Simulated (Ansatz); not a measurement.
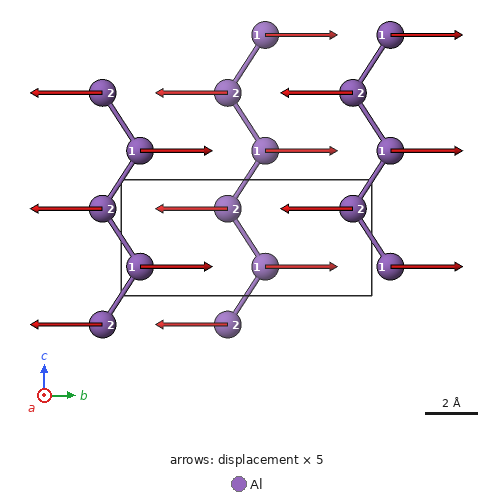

A relaxation of a crystal of Al (set up in Cmcm) (coarse preliminary run). The starting structure is drawn; red arrows show the displacements (the part carried along by the change of the cell is left out), 5 times their true length.

A ball-and-stick model of the conventional cell (2 times the calculation's cell), repeated 1 × 1 × 2 with one cell outlined, seen along the a axis. Lengths and directions refer to the drawn axes.

Case: 4 of 4 Li taken out, relaxed.

Computed with Ansatz, DFT r2SCAN, scalar-relativistic, plane waves, PAW. Settings: plane-wave cutoff 500 eV; k-point mesh 4 × 4 × 4; occupations gaussian; smearing width 0.1 eV; no spin polarisation; cell and atoms relaxed; force threshold 0.0325 eV/Å; at most 70 steps.

What happened in the run?

The largest moves relative to the cell, 0.56 Å, are those of Al1 and Al2. Al1 goes along +b. The volume changes by −60.5 %, with a 4.621 → 3.523 Å (−23.8 %), b 9.639 → 6.159 Å (−36.1 %), c 4.460 → 3.617 Å (−18.9 %). Some distances before and after: Al1–Al2 4.659 → 2.728 Å, Al1–Al2 (another image) 2.656 → 2.731 Å. New bonds form: Al1–Al2 (4.66 → 2.73 Å). Bond angles that change, for instance: Al2–Al1–Al2 114.2° → 82.9°. The space group stays Cmcm (No. 63). The energy falls by 1429 meV per atom in 11 accepted moves (12 points after the start). The largest force component goes from 0.2 to 0.0046 eV/Å. The pressure goes from −3.06 to 0.04 GPa. The SCF was repeated once at an unchanged geometry on a basis and grid sized afresh for the cell, which shifted the energy by 0.4 meV per atom at most.
